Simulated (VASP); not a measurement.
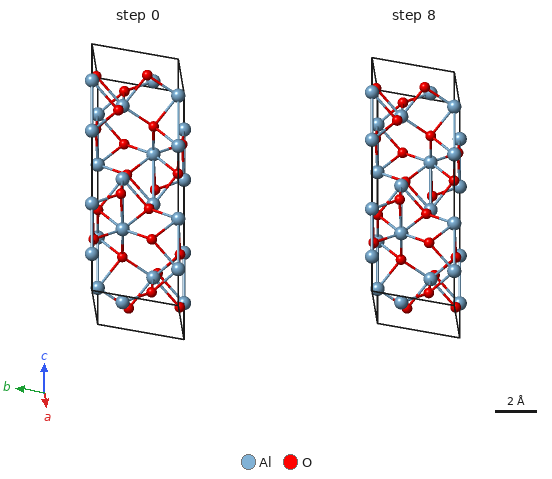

The structure of solid Al2O3 (set up in R-3c) before (left) and after (right) a relaxation, at one scale.

Style: ball-and-stick. Shown: the conventional cell (3 times the calculation's cell), from a free direction. Lengths and directions refer to the drawn axes.

The run lets cell and atoms move.

The calculation used VASP, Kohn-Sham DFT of a periodic cell, LDA, VASP PAW LDA potentials, recommended.

Input file:
```
PREC = Accurate
ENCUT = 300
EDIFF = 1E-6
ISMEAR = 0
SIGMA = 0.02
LREAL = False
LASPH = True
NELM = 80
ALGO = Normal
ISIF = 3
LWAVE = False
LCHARG = False
GGA = CA
IBRION = 2
NSW = 40
EDIFFG = -0.01
KPAR = 4
```

Command:
```bash
cat potpaw_LDA.64/Al/POTCAR potpaw_LDA.64/O/POTCAR > POTCAR
mpirun -np 4 vasp_std > vasp.out
```

### Describe what moved and what it gained.

No atom moves by more than 0.005 Å relative to the cell. The volume changes by −13.9 %, with a = b 4.805 → 4.580 Å (−4.7 %), c 13.116 → 12.426 Å (−5.3 %). Among the contacts that change: Al–Al 2.678 → 2.535 Å, Al–O 1.989 → 1.891 Å, Al–O 1.873 → 1.783 Å. The space group stays R-3c (No. 167). Over 8 geometry steps the energy falls by 2.553 eV per cell of the calculation. The largest force component goes from 0.2 to 0.0048 eV/Å. Pressure: −61.65 GPa at the start and −0.01 GPa at the end. At step 1 the optimiser overshot: the energy rose above the start, and later steps came back. The volume changes by over a tenth within one run on a fixed set of plane waves, so the end point should be relaxed again from the new cell.
